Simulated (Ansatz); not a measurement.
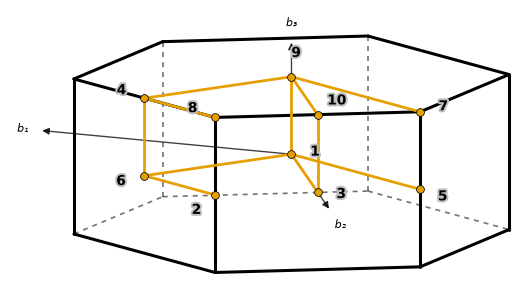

Crystal: I, the input geometry of an electronic-structure calculation (not necessarily at equilibrium). The first Brillouin zone of a base-centred orthorhombic lattice (oC; extended symbol oC2) is drawn with its special points numbered. The drawing is computed from the coordinates (standard cell, symmetry found to 0.002 Å).

a = 8.669 Å, b = 4.680 Å, c = 9.981 Å, α = 90.00°, β = 90.00°, γ = 90.00°.

Labels and path follow the convention of Hinuma et al. (2017), as computed by seekpath; the arrows show the directions of the reciprocal primitive vectors b₁, b₂, b₃, in which coordinates are given.

Q: Which special point is each number?

A:
```csv
no.,label,coordinates
1,Γ,"(0, 0, 0)"
2,F₀,"(0.323, 0.677, 0)"
3,S,"(0, 1/2, 0)"
4,T,"(1/2, 1/2, 1/2)"
5,Δ₀,"(−0.323, 0.323, 0)"
6,Y,"(1/2, 1/2, 0)"
7,B₀,"(−0.323, 0.323, 1/2)"
8,G₀,"(0.323, 0.677, 1/2)"
9,Z,"(0, 0, 1/2)"
10,R,"(0, 1/2, 1/2)"
```
